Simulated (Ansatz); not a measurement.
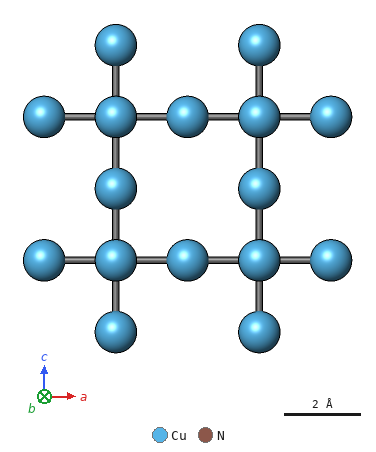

This is the input geometry for a relaxation of solid Cu3N (set up in Pm-3m). Style: ball-and-stick. Shown: the cell of the calculation, along the b axis.

Theory: DFT PBE, scalar-relativistic, plane waves, PAW (Ansatz 0.2.0).

The input:
```yaml
crystal:
  lattice:
    - [3.807, 0.0, 0.0]
    - [0.0, 3.807, 0.0]
    - [0.0, 0.0, 3.807]
  atoms:
    - { symbol: Cu, position: [0.5, 0.0, 0.0] }
    - { symbol: Cu, position: [0.0, 0.5, 0.0] }
    - { symbol: Cu, position: [0.0, 0.0, 0.5] }
    - { symbol: "N", position: [0.0, 0.0, 0.0] }
basis:
  ecutwfc: 420
kpoints:
  mp_grid: { grid: [10, 10, 10] }
hamiltonian:
  xc: pbe
scf:
  occupations: { method: gaussian, width: 0.01 }
output:
  forces: true
  stress: true
  eigenvalues: true
  write_density: true
  write_potential: true
  elf: true
  volumetric_format: npy
relax:
  adjacent_minimum: "off"
  f_tol: 0.005
  max_steps: 80
  cell: { stress_tol: 0.05 }
```

Run as
```bash
ansatz run input.yaml --threads 2 --pin off --max-ram 5120MiB --backend cpu --events-out ev --progress --plain --runs-dir out
```

Predict the outcome.

The energy falls by 1.3 meV per atom in 3 accepted moves (5 points after the start). All forces vanish by symmetry, so only the cell relaxes. Pressure: 1.93 GPa at the start and 0.00 GPa at the end. At 2 points the geometry stayed and the basis and grid were re-selected for the new cell (energy shift of 0.3 meV per atom at most each time). The atoms keep their places relative to the cell (all moves are under 0.005 Å). The volume changes by +1.6 %, with a = b = c 3.807 → 3.827 Å (+0.5 %). Among the contacts that change: Cu1–N4 1.903 → 1.914 Å. The space group stays Pm-3m (No. 221). Cost: 18 s on 2 threads of Arm Neoverse V2, on a shared host, peak memory 0.4 GiB.
